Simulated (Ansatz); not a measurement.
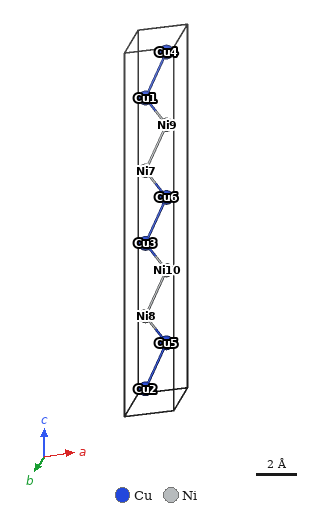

Crystalline Cu$_{3}$Ni$_{2}$ (a generated structure, set up in P-3m1), before the relaxation. A ball-and-stick model of the cell of the calculation, seen from a free direction.

Level of theory: Ansatz 0.2.0, DFT PBE, scalar-relativistic, plane waves, PAW.

Input file:
```yaml
crystal:
  lattice:
    - [2.55729379, 0.0, 0.0]
    - [-1.27864689, 2.21468138, 0.0]
    - [0.0, 0.0, 20.63120014]
  atoms:
    - { symbol: Cu, position: [0.33333333, 0.66666667, 0.85] }
    - { symbol: Cu, position: [0.33333333, 0.66666667, 0.05] }
    - { symbol: Cu, position: [0.33333333, 0.66666667, 0.45] }
    - { symbol: Cu, position: [0.66666667, 0.33333333, 0.95] }
    - { symbol: Cu, position: [0.66666667, 0.33333333, 0.15] }
    - { symbol: Cu, position: [0.66666667, 0.33333333, 0.55] }
    - { symbol: Ni, position: [0.33333333, 0.66666667, 0.65] }
    - { symbol: Ni, position: [0.33333333, 0.66666667, 0.25] }
    - { symbol: Ni, position: [0.66666667, 0.33333333, 0.75] }
    - { symbol: Ni, position: [0.66666667, 0.33333333, 0.35] }
basis:
  ecutwfc: 420
kpoints:
  mp_grid: { grid: [18, 18, 2] }
hamiltonian:
  xc: pbe
scf:
  occupations: { method: gaussian, width: 0.1 }
output:
  forces: true
  stress: true
  eigenvalues: true
relax:
  adjacent_minimum: "off"
  f_tol: 0.01
  max_steps: 80
  cell: { stress_tol: 0.05 }
```

Run as
```bash
ansatz run input.yaml --threads 4 --pin off --max-ram 8192MiB --backend cpu --events-out ev --progress --plain --runs-dir out
```

Question: Predict the outcome.

Answer: Over 4 accepted moves (5 points after the start) the energy falls by 85.1 meV per cell of the calculation. Largest force component: 0.26 eV/Å at the start, 0.0053 eV/Å at the end. Pressure: −2.98 GPa at the start and 0.02 GPa at the end. At 1 point the geometry stayed and the basis and grid were re-selected for the new cell (energy shift of 1.6 meV per cell of the calculation at most each time). The largest moves relative to the cell, 0.067 Å, are those of Cu1 and Cu5. Cu1 goes along −c. Largest moves by element: Cu 0.067 Å, Ni 0.055 Å. The drawn cell changes as follows: a = b 2.557 → 2.521 Å (−1.4 %), c 20.631 → 20.850 Å (+1.1 %); the volume changes by −1.8 %. Near-neighbour distances that change, for instance: Ni7–Ni9 2.537 → 2.489 Å, Cu1–Cu4 2.537 → 2.578 Å, Cu1–Cu1 2.557 → 2.521 Å, Ni10–Ni10 2.557 → 2.521 Å. The space group stays P-3m1 (No. 164).

The structure at the end:

```
CELL_PARAMETERS angstrom
2.52059 0.00000 0.00000
-1.26030 2.18290 0.00000
0.00000 0.00000 20.84959
ATOMIC_POSITIONS crystal
Cu 0.33333 0.66667 0.84679
Cu 0.33333 0.66667 0.05115
Cu 0.33333 0.66667 0.44900
Cu 0.66667 0.33333 0.94885
Cu 0.66667 0.33333 0.15321
Cu 0.66667 0.33333 0.55100
Ni 0.33333 0.66667 0.65052
Ni 0.33333 0.66667 0.25264
Ni 0.66667 0.33333 0.74736
Ni 0.66667 0.33333 0.34948
```

After the run, drawn alike:

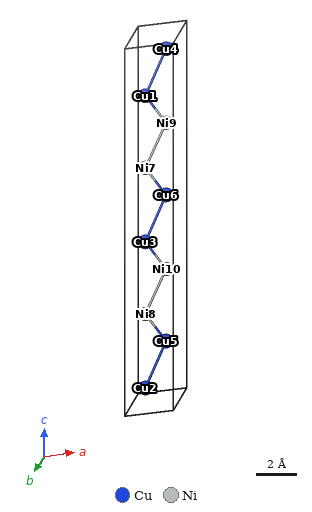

Limits of the set-up: an element that often carries a moment was run without spin polarisation.
